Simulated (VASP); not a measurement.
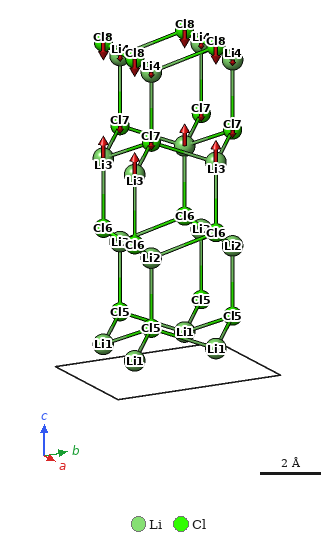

This is a relaxation of a slab of composition LiCl. The starting structure is drawn; red arrows show the displacements, at their true length.

The picture is a ball-and-stick view of the 2 × 2 repeat of the cell, outlined in the plane, without the vacuum, seen slightly off an axis.

The run lets the atoms move in a fixed cell. 4 atoms are held fixed.

Computed with VASP 6.6.1, Kohn-Sham DFT of a periodic cell, PBE with D3, VASP PAW PBE potentials, recommended.

Input file:
```
SYSTEM = LiCl
  PREC = Accurate
  ENCUT = 520
  EDIFF = 1E-7
  ISMEAR = 0
  SIGMA = 0.05
  LREAL = .False.
  LASPH = .True.
  NELM = 80
  ALGO = Normal
  ISIF = 2
  LWAVE = .False.
  LCHARG = .False.
  LDIPOL = .True.
  IDIPOL = 3
  DIPOL = 0.5 0.5 0.500
  GGA = PE
  IVDW = 11
  IBRION = 2
  NSW = 40
  EDIFFG = -0.02
```

Command:
```bash
cat potpaw_PBE.64/Li_sv/POTCAR potpaw_PBE.64/Cl/POTCAR > POTCAR
mpirun -np 1 vasp_std > vasp.out
```

Describe the change and its energy.

The energy falls by 0.246 eV per cell of the calculation in 27 geometry steps. Largest force component: 0.61 eV/Å at the start, 1.2 eV/Å at the end. The largest move is that of Li3, 0.78 Å along the normal (+c). Largest moves by element: Li 0.78 Å, Cl 0.63 Å. The cell doesn't change. Some distances before and after: Li3–Cl8 3.960 → 2.548 Å, Li3–Cl6 2.397 → 3.177 Å, Li3–Cl7 2.397 → 2.284 Å, Li4–Cl8 2.397 → 2.296 Å. New bonds form, among them: Li3–Cl8 (3.96 → 2.55 Å). Bond angles that change, for instance: Li3–Cl7–Li4 109.0° → 82.8°, Cl7–Li4–Cl8 109.0° → 99.3°, Cl7–Li3–Cl7 109.9° → 118.5°.
